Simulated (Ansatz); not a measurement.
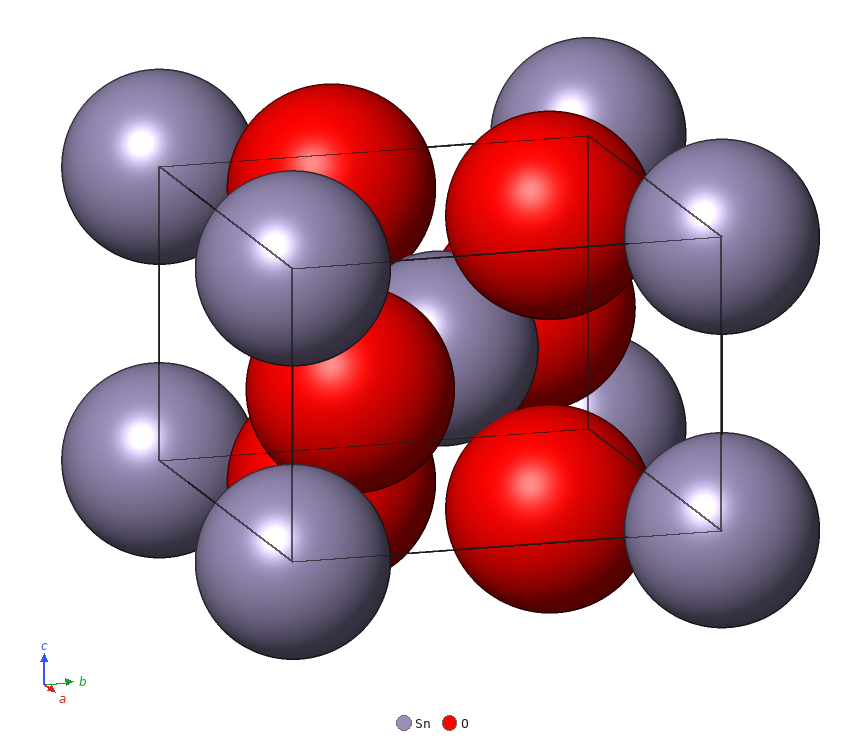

Drawn in the space-filling manner and seen slightly off an axis. The conventional unit cell is drawn as a box.

SnO₂, rutile, space group P4_2/mnm (No. 136), a = 4.761 Å, b = 4.761 Å, c = 3.200 Å, α = 90.00°, β = 90.00°, γ = 90.00°. Provenance: a structure listed in the Materials Project. Earlier steps of the study may have refined or changed the cell and positions. Ansatz was used for an electronic-structure calculation on it.

This one geometry was computed with Ansatz (DFT, plane waves, PAW) at five levels of theory: PBE0, HSE06, r2SCAN, PBE with spin-orbit coupling and PBE. It was relaxed beforehand with r2SCAN.

Q: Which level gives the highest pressure at this volume, and what does that say about its equilibrium volume?

A: Highest: PBE with spin-orbit coupling (7.7 GPa) and PBE (7.7 GPa), which points to the largest equilibrium volume. Lowest, with the smallest volume: PBE0 (-1.6 GPa) and HSE06 (-1.4 GPa). Levels within 0.5 GPa of each other can't be told apart.

Q: How does the band gap change with the level of theory?

A: PBE: a gap of 1.10 eV, direct; PBE with spin-orbit coupling: a gap of 1.10 eV, direct; r2SCAN: a gap of 1.77 eV, direct; HSE06: a gap of 2.84 eV, direct; PBE0: a gap of 3.56 eV, direct.

Q: Collect the results in a table.

A:
| level | cutoff (eV) | k-mesh of the run's cell | gap (eV) | pressure (GPa) |
| --- | --- | --- | --- | --- |
| PBE0 | 420 | 4×4×4 | 3.56 | -1.6 |
| HSE06 | 420 | 4×4×4 | 2.84 | -1.4 |
| r2SCAN | 500 | 6×6×8 | 1.77 | 0.0 |
| PBE with spin-orbit coupling | 420 | 6×6×8 | 1.10 | 7.7 |
| PBE | 420 | 6×6×8 | 1.10 | 7.7 |

Gaps are taken on the k-mesh or band path of each run.
